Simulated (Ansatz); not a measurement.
Geometry relaxation, with input and output: Hf3O7 (part 1 of 4)

System: Hf3O7 (slab, 10 atoms in the cell).
Method: DFT PBEsol, scalar-relativistic, plane waves, PAW, spin-polarised (Ansatz 0.2.0).

The structure derives from an entry of the Crystallography Open Database. The input holds or restrains some coordinates. Forces given for the steps count only the free coordinates. It belongs to a series of runs on one base structure; here: O put at a top Hf site. Figures and captions count atoms from 1; the log counts them from 0 in places.

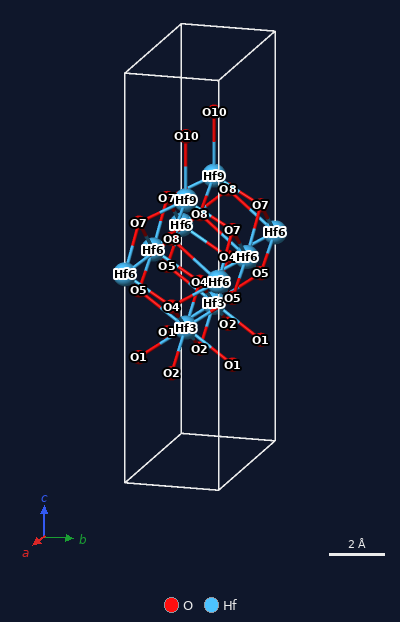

**Figure 1.** The input geometry (ball-and-stick view of the 2 × 1 repeat of the cell, with the vacuum cut short, seen slightly off an axis; atoms are numbered from 1 in the order of the input). An atom can appear more than once, as a periodic image.

### Input
```yaml
crystal:
  lattice:
    - [3.5665804215, 0.0, 0.0]
    - [0.0, 3.5665804215, 0.0]
    - [0.0, 0.0, 25.3048830043]
  atoms:
    - { symbol: O, position: [0.5, 0.0, 0.3359035486] }
    - { symbol: O, position: [0.0, 0.5, 0.3359035486] }
    - { symbol: Hf, position: [0.5, 0.5, 0.3857349034] }
    - { symbol: O, position: [0.0, 0.5, 0.4355662581] }
    - { symbol: O, position: [0.5, 0.0, 0.4355662581] }
    - { symbol: Hf, position: [0.0, 0.0, 0.4783108515] }
    - { symbol: O, position: [0.5, 0.0, 0.5368061229] }
    - { symbol: O, position: [0.0, 0.5, 0.5368061229] }
    - { symbol: Hf, position: [0.5, 0.5, 0.5757992492] }
    - { symbol: O, position: [0.5, 0.5, 0.6714329654], spin: 2.0 }
basis:
  ecutwfc: 420
kpoints:
  mp_grid: { grid: [8, 8, 1] }
hamiltonian:
  xc: pbesol
scf:
  occupations: { method: gaussian, width: 0.05 }
output:
  forces: true
  eigenvalues: true
  populations: true
  write_density: true
  write_potential: true
  elf: true
  volumetric_format: npy
magnetization:
  spin_polarized: true
relax:
  adjacent_minimum: "off"
  f_tol: 0.03
  max_steps: 70
  constraints: [{ sites: [0, 1, 2, 3, 4] }]
efield:
  axis: 3
  dipole_correction: true
  ramp_width: 0.04
```

Run on 2 threads of Arm Neoverse V2, 128 GiB of memory available, shared host.

Launched with:
```bash
ansatz run input.yaml --threads 2 --pin off --max-ram 5120MiB --backend cpu --events-out ev --progress --plain --runs-dir out
```

### Output
```
Engine: ansatz 0.2.0, aarch64-unknown-linux-gnu
Pseudopotentials: kind: paw
Pseudopotential: O, paw, valence charge 6, recommended cutoff 420 eV (normal), O.paw.azcp
Pseudopotential: Hf, paw, valence charge 26, recommended cutoff 420 eV (normal), Hf.paw.azcp
Functional definition: PBEsol
  exchange = pbesol_x
  correlation = pbesol_c
Crystal: 10 atoms, lattice volume = 321.891 Å³
Basis set: ecut = 420 eV, 6257 PW (Γ), exchange–correlation on 48×48×360 points (8 copies of the dense FFT grid, shifted against one another)
Bands: 74, of which v1, the nominal top of the filled ones, is band 60 counted from 1 (59 counted from 0)
Symmetry: 8 space group operations
k-points: 15 of 64
Non-local potential: O, projectors of the file, l = 0: 2, l = 1: 2, l = 2: 1
Non-local potential: Hf, projectors of the file, l = 0: 3, l = 1: 2, l = 2: 2, l = 3: 3
PAW form: soft (Blöchl's): semilocal exchange-correlation on the pseudo side does not see the compensation charge
PAW frozen core: O, regenerated for the run's functional, and the local potential with it (the file was generated under x = pbe(κ = 0.804, μ = 0.2195149727645171), c = pbe(β = 0.06672455060314922))
PAW frozen core: Hf, regenerated for the run's functional, and the local potential with it (the file was generated under x = pbe(κ = 0.804, μ = 0.2195149727645171), c = pbe(β = 0.06672455060314922))
PAW one-centre angular grid: O, 110 points (default); XC on 64 Gauss nodes
PAW one-centre angular grid: Hf, 590 points (default); XC on 64 Gauss nodes
Initial density: superposition of atomic densities (neutral atoms: chi_scale 0, normalization atom)
Starting moments: Σ|m| = 2 μB on 1 of 10 sites
Initial wavefunctions: pseudopotential atomic-orbital guess
Functional: x = pbesol(κ = 0.804, μ = 0.12345679012345678), c = pbesol(β = 0.046)
SCF iter   1: F=—  HF=-50737.741418 eV  |F-HF|=—  |Δ(HF+E_count)|=         —  Δρ=6.16e-2 (↑5.65e-2 ↓6.16e-2)  dr2=1.34e2  dr2_m=4.89e-1  M=2.000 μB ∫|m|=2.047 μB  β_m=1.00  ethr=3.10e-3  p=-0.000 e·Å  D=-2.51e-7 V/Å  ΔV_dip=0.00 eV  dr2_dipole=4.29e1  V_vac-E_F(+/−)=9.04/9.04 eV  ⟨swp⟩=5.9  Hψ=8331  notcnv=0  defer=33
Mixer restart at iter 1: flushing history
efield: sawtooth ramp at fractional position 0.9837 (placed from the atoms, in the widest stretch of the axis that holds none; the zero of the levels goes with the place), width 0.0400; the density the first Hamiltonian is built on has a dipole p = -0.000 e·Å; the dipole correction subtracts the counter field D = -2.51e-7 V/Å, which shifts the + side's vacuum level by +0.00 eV against the − side's; the planar-averaged density in the ramp window peaks in size at 2.1e-6 e/Å³
preconditioner: auto → Resta (q_TF=auto, 2.315 Å⁻¹)  ε∞=2.6  [insulator: Δε(μ)=0.121 eV  Ē_g=17.486 eV  σ=0.050 eV  W_gap=0.91  n_scr=70 (ndim 8)  ℏωp=22.1 eV  f_vac=0.599  D(μ)=0.23/eV (n_scr^D=2)  ε∞_Penn≈2.6  vacuum switching on, ρ_ref=2.2e-2 e/Å³]
spin=Collinear: Resta preconditioning applied to the charge; magnetization (m = ρ↑ − ρ↓) channel mixes plain (no charge-response kernel on spin).
SCF iter   2: F=—  HF=-50838.400668 eV  |F-HF|=—  |Δ(HF+E_count)|=    1.01e2  Δρ=1.38e-1 (↑1.23e-1 ↓1.38e-1)  dr2=3.57e3  dr2_m=3.01e0  M=0.471 μB ∫|m|=0.567 μB  β_m=0.09  ethr=3.10e-3  p=1.593 e·Å  D=8.96e-1 V/Å  ΔV_dip=-22.67 eV  dr2_dipole=2.42e3  V_vac-E_F(+/−)=-3.14/19.52 eV  ⟨swp⟩=16.4  Hψ=12066  notcnv=0  defer=255  recentre
preconditioner: auto → LDOS  [metal: Δε(μ)=0.035 eV  Ē_g=15.890 eV  σ=0.050 eV  W_gap=0.38  n_scr=70 (ndim 8)  ℏωp=21.5 eV  f_vac=0.606  D(μ)=5.50/eV (n_scr^D=14)]
spin=Collinear: LDOS preconditioning applied to the charge; magnetization (m = ρ↑ − ρ↓) channel mixes plain (no charge-response kernel on spin).
density mixer auto → msr1: a metal under ldos (density of states about μ 0.90 of a free-electron gas's, 70 screened modes)
SCF iter   3: F=—  HF=-50732.016550 eV  |F-HF|=—  |Δ(HF+E_count)|=    1.06e2  Δρ=4.50e-2 (↑4.24e-2 ↓4.50e-2)  dr2=5.55e1  dr2_m=2.72e-1  M=1.352 μB ∫|m|=1.531 μB  β_m=0.10  ethr=3.10e-3  p=0.126 e·Å  D=7.10e-2 V/Å  ΔV_dip=-1.80 eV  dr2_dipole=1.21e1  V_vac-E_F(+/−)=7.60/9.39 eV  ⟨swp⟩=6.9  Hψ=7535  notcnv=0  defer=203
SCF iter   4: F=—  HF=-50727.760871 eV  |F-HF|=—  |Δ(HF+E_count)|=    4.26e0  Δρ=3.49e-2 (↑3.02e-2 ↓3.49e-2)  dr2=1.43e1  dr2_m=5.67e-1  M=0.527 μB ∫|m|=1.155 μB  β_m=0.12  ethr=3.10e-3  p=0.388 e·Å  D=2.18e-1 V/Å  ΔV_dip=-5.52 eV  dr2_dipole=9.75e-2  V_vac-E_F(+/−)=4.26/9.76 eV  ⟨swp⟩=4.2  Hψ=3713  notcnv=0  defer=236
SCF iter   5: F=—  HF=-50726.950899 eV  |F-HF|=—  |Δ(HF+E_count)|=   8.10e-1  Δρ=2.63e-2 (↑2.24e-2 ↓2.63e-2)  dr2=1.04e1  dr2_m=3.76e-1  M=0.244 μB ∫|m|=1.050 μB  β_m=0.35  ethr=3.10e-3  p=0.742 e·Å  D=4.17e-1 V/Å  ΔV_dip=-10.55 eV  dr2_dipole=3.03e0  V_vac-E_F(+/−)=-0.38/10.14 eV  ⟨swp⟩=3.3  Hψ=3590  notcnv=0  defer=205
SCF iter   6: F=—  HF=-50754.728597 eV  |F-HF|=—  |Δ(HF+E_count)|=    2.78e1  Δρ=7.76e-2 (↑7.76e-2 ↓7.71e-2)  dr2=1.55e3  dr2_m=6.45e-2  M=0.266 μB ∫|m|=0.778 μB  β_m=0.22  ethr=3.10e-3  p=1.567 e·Å  D=8.81e-1 V/Å  ΔV_dip=-22.29 eV  dr2_dipole=2.29e3  V_vac-E_F(+/−)=-10.38/11.81 eV  ⟨swp⟩=12.6  Hψ=14780  notcnv=0  defer=193  recentre
SCF iter   7: F=—  HF=-50747.192183 eV  |F-HF|=—  |Δ(HF+E_count)|=         —  Δρ=7.32e-2 (↑7.23e-2 ↓7.32e-2)  dr2=1.27e3  dr2_m=9.24e-2  M=0.239 μB ∫|m|=0.820 μB  β_m=1.00  ethr=3.10e-3  p=1.481 e·Å  D=8.32e-1 V/Å  ΔV_dip=-21.06 eV  dr2_dipole=1.87e3  V_vac-E_F(+/−)=-9.21/11.76 eV  ⟨swp⟩=4.6  Hψ=3662  notcnv=0  defer=184  κ⁻¹=6.8e-6(r=5)
SCF iter   8: F=—  HF=-50735.240251 eV  |F-HF|=—  |Δ(HF+E_count)|=    1.20e1  Δρ=5.40e-2 (↑5.30e-2 ↓5.40e-2)  dr2=5.49e2  dr2_m=1.04e-1  M=-0.376 μB ∫|m|=0.922 μB  β_m=0.26  ethr=4.17e-5  p=1.249 e·Å  D=7.02e-1 V/Å  ΔV_dip=-17.76 eV  dr2_dipole=7.73e2  V_vac-E_F(+/−)=-6.42/11.21 eV  ⟨swp⟩=9.1  Hψ=8746  notcnv=0  defer=192
SCF iter   9: F=—  HF=-50726.449440 eV  |F-HF|=—  |Δ(HF+E_count)|=    8.79e0  Δρ=2.18e-2 (↑1.17e-2 ↓2.18e-2)  dr2=3.01e1  dr2_m=4.11e-1  M=0.469 μB ∫|m|=1.413 μB  β_m=0.28  ethr=4.17e-5  p=0.949 e·Å  D=5.34e-1 V/Å  ΔV_dip=-13.50 eV  dr2_dipole=4.15e1  V_vac-E_F(+/−)=-2.87/10.50 eV  ⟨swp⟩=7.3  Hψ=7724  notcnv=0  defer=202
SCF iter  10: F=—  HF=-50726.065757 eV  |F-HF|=—  |Δ(HF+E_count)|=   3.84e-1  Δρ=1.20e-2 (↑1.19e-2 ↓1.20e-2)  dr2=2.75e1  dr2_m=1.19e-2  M=-0.053 μB ∫|m|=1.045 μB  β_m=0.29  ethr=4.17e-5  p=0.876 e·Å  D=4.93e-1 V/Å  ΔV_dip=-12.46 eV  dr2_dipole=3.50e1  V_vac-E_F(+/−)=-1.95/10.37 eV  ⟨swp⟩=5.6  Hψ=5881  notcnv=0  defer=211
SCF iter  11: F=—  HF=-50725.334626 eV  |F-HF|=—  |Δ(HF+E_count)|=   7.31e-1  Δρ=1.49e-2 (↑6.22e-3 ↓1.49e-2)  dr2=2.36e0  dr2_m=1.79e-1  M=0.444 μB ∫|m|=1.362 μB  β_m=0.45  ethr=4.17e-5  p=0.777 e·Å  D=4.37e-1 V/Å  ΔV_dip=-11.05 eV  dr2_dipole=1.76e0  V_vac-E_F(+/−)=-0.92/9.99 eV  ⟨swp⟩=5.2  Hψ=4726  notcnv=0  defer=223
SCF iter  12: F=—  HF=-50725.214813 eV  |F-HF|=—  |Δ(HF+E_count)|=   1.20e-1  Δρ=4.40e-3 (↑4.08e-3 ↓4.40e-3)  dr2=1.90e0  dr2_m=4.58e-3  M=0.339 μB ∫|m|=0.974 μB  β_m=0.79  ethr=4.17e-5  p=0.676 e·Å  D=3.80e-1 V/Å  ΔV_dip=-9.61 eV  dr2_dipole=1.94e0  V_vac-E_F(+/−)=0.23/9.72 eV  ⟨swp⟩=4.8  Hψ=5766  notcnv=0  defer=236
SCF iter  13: F=—  HF=-50725.164110 eV  |F-HF|=—  |Δ(HF+E_count)|=   5.07e-2  Δρ=3.12e-3 (↑1.85e-3 ↓3.12e-3)  dr2=3.54e-1  dr2_m=4.71e-3  M=0.516 μB ∫|m|=1.113 μB  β_m=0.59  ethr=4.17e-5  p=0.655 e·Å  D=3.68e-1 V/Å  ΔV_dip=-9.32 eV  dr2_dipole=3.48e-1  V_vac-E_F(+/−)=0.02/9.28 eV  ⟨swp⟩=4.0  Hψ=4678  notcnv=0  defer=235
SCF iter  14: F=—  HF=-50725.059867 eV  |F-HF|=—  |Δ(HF+E_count)|=   1.04e-1  Δρ=1.83e-3 (↑1.44e-3 ↓1.83e-3)  dr2=2.54e-1  dr2_m=1.17e-3  M=0.525 μB ∫|m|=1.095 μB  β_m=0.80  ethr=4.17e-5  p=0.582 e·Å  D=3.27e-1 V/Å  ΔV_dip=-8.29 eV  dr2_dipole=3.02e-1  V_vac-E_F(+/−)=0.99/9.21 eV  ⟨swp⟩=4.4  Hψ=4761  notcnv=0  defer=243
SCF iter  15: F=—  HF=-50725.056830 eV  |F-HF|=—  |Δ(HF+E_count)|=   3.04e-3  Δρ=1.11e-3 (↑8.76e-4 ↓1.11e-3)  dr2=2.62e-1  dr2_m=3.88e-4  M=0.518 μB ∫|m|=1.086 μB  β_m=0.61  ethr=4.17e-5  p=0.587 e·Å  D=3.30e-1 V/Å  ΔV_dip=-8.36 eV  dr2_dipole=3.45e-1  V_vac-E_F(+/−)=1.00/9.26 eV  ⟨swp⟩=3.2  Hψ=3050  notcnv=0  defer=240
SCF iter  16: F=—  HF=-50725.009724 eV  |F-HF|=—  |Δ(HF+E_count)|=   4.71e-2  Δρ=8.88e-4 (↑8.76e-4 ↓8.88e-4)  dr2=2.63e-1  dr2_m=2.00e-5  M=0.506 μB ∫|m|=1.082 μB  β_m=0.42  ethr=4.17e-5  p=0.548 e·Å  D=3.08e-1 V/Å  ΔV_dip=-7.80 eV  dr2_dipole=3.76e-1  V_vac-E_F(+/−)=1.58/9.29 eV  ⟨swp⟩=2.6  Hψ=3107  notcnv=0  defer=242
SCF iter  17: F=—  HF=-50724.994254 eV  |F-HF|=—  |Δ(HF+E_count)|=   1.55e-2  Δρ=9.39e-4 (↑8.15e-4 ↓9.39e-4)  dr2=2.20e-1  dr2_m=1.49e-4  M=0.518 μB ∫|m|=1.093 μB  β_m=0.12  ethr=4.17e-5  p=0.533 e·Å  D=2.99e-1 V/Å  ΔV_dip=-7.58 eV  dr2_dipole=3.05e-1  V_vac-E_F(+/−)=1.77/9.27 eV  ⟨swp⟩=1.7  Hψ=2372  notcnv=0  defer=242
SCF iter  18: F=—  HF=-50724.951405 eV  |F-HF|=—  |Δ(HF+E_count)|=   4.28e-2  Δρ=8.84e-4 (↑8.45e-4 ↓8.84e-4)  dr2=1.85e-1  dr2_m=1.43e-4  M=0.525 μB ∫|m|=1.097 μB  β_m=0.03  ethr=4.17e-5  p=0.488 e·Å  D=2.74e-1 V/Å  ΔV_dip=-6.94 eV  dr2_dipole=2.48e-1  V_vac-E_F(+/−)=2.40/9.27 eV  ⟨swp⟩=1.6  Hψ=2475  notcnv=0  defer=245
SCF iter  19: F=—  HF=-50724.909888 eV  |F-HF|=—  |Δ(HF+E_count)|=   4.15e-2  Δρ=1.21e-3 (↑1.12e-3 ↓1.21e-3)  dr2=1.44e-1  dr2_m=3.34e-4  M=0.536 μB ∫|m|=1.108 μB  β_m=0.11  ethr=4.17e-5  p=0.440 e·Å  D=2.47e-1 V/Å  ΔV_dip=-6.26 eV  dr2_dipole=1.64e-1  V_vac-E_F(+/−)=2.99/9.20 eV  ⟨swp⟩=2.2  Hψ=2847  notcnv=0  defer=247
SCF iter  20: F=—  HF=-50724.844060 eV  |F-HF|=—  |Δ(HF+E_count)|=   6.58e-2  Δρ=1.34e-3 (↑1.18e-3 ↓1.34e-3)  dr2=1.05e-1  dr2_m=5.60e-4  M=0.536 μB ∫|m|=1.116 μB  β_m=0.66  ethr=4.17e-5  p=0.361 e·Å  D=2.03e-1 V/Å  ΔV_dip=-5.13 eV  dr2_dipole=1.27e-1  V_vac-E_F(+/−)=4.11/9.21 eV  ⟨swp⟩=2.1  Hψ=2756  notcnv=0  defer=247
SCF iter  21: F=—  HF=-50724.737878 eV  |F-HF|=—  |Δ(HF+E_count)|=   1.06e-1  Δρ=1.56e-3 (↑1.27e-3 ↓1.56e-3)  dr2=5.69e-2  dr2_m=3.40e-4  M=0.552 μB ∫|m|=1.164 μB  β_m=0.58  ethr=4.17e-5  p=0.087 e·Å  D=4.91e-2 V/Å  ΔV_dip=-1.24 eV  dr2_dipole=1.24e-2  V_vac-E_F(+/−)=8.02/9.27 eV  ⟨swp⟩=3.5  Hψ=3990  notcnv=0  defer=249
SCF iter  22: F=—  HF=-50724.729032 eV  |F-HF|=—  |Δ(HF+E_count)|=   8.85e-3  Δρ=5.96e-4 (↑5.25e-4 ↓5.96e-4)  dr2=3.73e-3  dr2_m=3.21e-4  M=0.569 μB ∫|m|=1.198 μB  β_m=0.63  ethr=4.17e-5  p=0.055 e·Å  D=3.11e-2 V/Å  ΔV_dip=-0.79 eV  dr2_dipole=4.21e-4  V_vac-E_F(+/−)=8.50/9.30 eV  ⟨swp⟩=3.0  Hψ=3261  notcnv=0  defer=244
SCF iter  23: F=—  HF=-50724.731147 eV  |F-HF|=—  |Δ(HF+E_count)|=   2.12e-3  Δρ=2.58e-4 (↑2.20e-4 ↓2.58e-4)  dr2=2.45e-3  dr2_m=9.40e-5  M=0.566 μB ∫|m|=1.212 μB  β_m=0.68  ethr=3.11e-6  p=0.052 e·Å  D=2.95e-2 V/Å  ΔV_dip=-0.75 eV  dr2_dipole=8.54e-4  V_vac-E_F(+/−)=8.56/9.31 eV  ⟨swp⟩=2.6  Hψ=3680  notcnv=0  defer=244
SCF iter  24: F=—  HF=-50724.731627 eV  |F-HF|=—  |Δ(HF+E_count)|=   4.80e-4  Δρ=2.41e-4 (↑1.89e-4 ↓2.41e-4)  dr2=1.92e-4  dr2_m=1.14e-4  M=0.574 μB ∫|m|=1.230 μB  β_m=0.72  ethr=2.04e-6  p=0.053 e·Å  D=2.96e-2 V/Å  ΔV_dip=-0.75 eV  dr2_dipole=5.89e-5  V_vac-E_F(+/−)=8.55/9.30 eV  ⟨swp⟩=2.1  Hψ=2565  notcnv=0  defer=244
SCF iter  25: F=—  HF=-50724.731745 eV  |F-HF|=—  |Δ(HF+E_count)|=   1.17e-4  Δρ=1.94e-4 (↑1.50e-4 ↓1.94e-4)  dr2=8.20e-4  dr2_m=6.68e-5  M=0.577 μB ∫|m|=1.237 μB  β_m=0.72  ethr=1.60e-7  p=0.054 e·Å  D=3.03e-2 V/Å  ΔV_dip=-0.77 eV  dr2_dipole=3.34e-4  V_vac-E_F(+/−)=8.53/9.30 eV  ⟨swp⟩=2.7  Hψ=3941  notcnv=0  defer=243
SCF iter  26: F=—  HF=-50724.731716 eV  |F-HF|=—  |Δ(HF+E_count)|=   2.85e-5  Δρ=5.69e-5 (↑5.69e-5 ↓4.00e-5)  dr2=5.14e-5  dr2_m=3.81e-6  M=0.574 μB ∫|m|=1.236 μB  β_m=0.68  ethr=1.60e-7  p=0.055 e·Å  D=3.08e-2 V/Å  ΔV_dip=-0.78 eV  dr2_dipole=1.44e-5  V_vac-E_F(+/−)=8.52/9.30 eV  ⟨swp⟩=2.3  Hψ=3155  notcnv=0  defer=244
SCF iter  27: F=—  HF=-50724.731716 eV  |F-HF|=—  |Δ(HF+E_count)|=   4.38e-7  Δρ=2.52e-5 (↑2.01e-5 ↓2.52e-5)  dr2=1.12e-5  dr2_m=1.83e-7  M=0.572 μB ∫|m|=1.236 μB  β_m=0.58  ethr=4.28e-8  p=0.055 e·Å  D=3.09e-2 V/Å  ΔV_dip=-0.78 eV  dr2_dipole=1.76e-6  V_vac-E_F(+/−)=8.52/9.30 eV  ⟨swp⟩=2.5  Hψ=3463  notcnv=0  defer=243
SCF iter  28: F=-50724.731711 eV  HF=-50724.731717 eV  |F-HF|=6.32e-6  |Δ(HF+E_count)|=   4.79e-7  Δρ=1.15e-5 (↑6.79e-6 ↓1.15e-5)  dr2=6.91e-6  dr2_m=9.02e-8  M=0.572 μB ∫|m|=1.237 μB  ethr=9.33e-9  p=0.055 e·Å  D=3.09e-2 V/Å  ΔV_dip=-0.78 eV  dr2_dipole=3.31e-6  V_vac-E_F(+/−)=8.52/9.30 eV  ⟨swp⟩=24.8  Hψ=27185  notcnv=0
SCF 1 converged in 28 iterations: F = -50724.731711 eV  dr2 = 6.91e-6
  greatest PAW one-centre occupation: 0.999 electrons in one spin orbital (limit 2), on the Hf atom at site 2 (counted from 0), in its partial waves of l = 3
relax step   1: F+E_penalty+E_count = -50724.73171065 eV  Δ(F+E_penalty+E_count) = +0.000e0 eV  max|allowed force component| = 5.159e0 eV/Å  Δτ_max = 0.0000 Å  (28 SCF iters, dr2 threshold 2.25e-5 eV, accepted)
Initial density: handed on by an earlier stage of this run
Starting moments: Σ|m| = 2 μB on 1 of 10 sites; this step starts from the density that it was given
Initial wavefunctions: those handed on with the density
```
